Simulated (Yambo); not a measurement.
System: CsCl-type NaCl, space group Pm-3m, 2 atoms in the cell; cubic a = 3.502 Å. Starting point: LDA, PseudoDojo 0.4.1 SR LDA standard, no spin polarisation, no spin-orbit coupling, 6×6×6 k mesh, 1197 eV cutoff, fixed occupations (Yambo). Many-body step: G0W0 with frequency dependence of W plasmon pole, bands in the response 108, bands in the self-energy 108, cutoff of the response matrix 8 Ry and cutoff of exchange and Vxc 88 Ry.

In LDA the smallest gap over these k points is 3.60 eV, with direct gaps of 4.11 eV at Γ and 5.19 eV at M.

**What does G0W0 give?**

Over the k points that were corrected, the smallest gap goes from 3.60 eV in LDA (M to Γ) to 6.58 eV in G0W0 (M to Γ), a change of +2.98 eV (+83 %). Counted from the valence top, the lowest empty level moves by +2.98 eV at Γ and +3.12 eV at M: a spread of 0.14 eV on a mean of 3.05 eV, so one scissor shift describes this level well. Only two empty levels a point were corrected, so a higher one could drop under them. The quasiparticle weight (renormalisation factor) lies between 0.80 and 0.86 for the top filled and first empty levels.

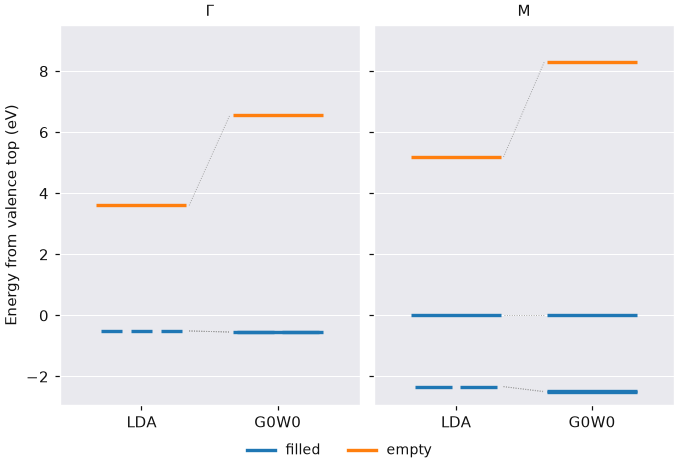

Levels at Γ and M in LDA and in G0W0, each set counted from its own valence top. Only the states that were corrected are drawn, so degenerate partners can be missing.

| k point | LDA direct gap (eV) | G0W0 direct gap (eV) |
| --- | --- | --- |
| Γ | 4.11 | 7.12 |
| M | 5.19 | 8.31 |

The usual form of NaCl is rocksalt. Bands, cutoffs and mesh are finite, so these values aren't at the basis limit.
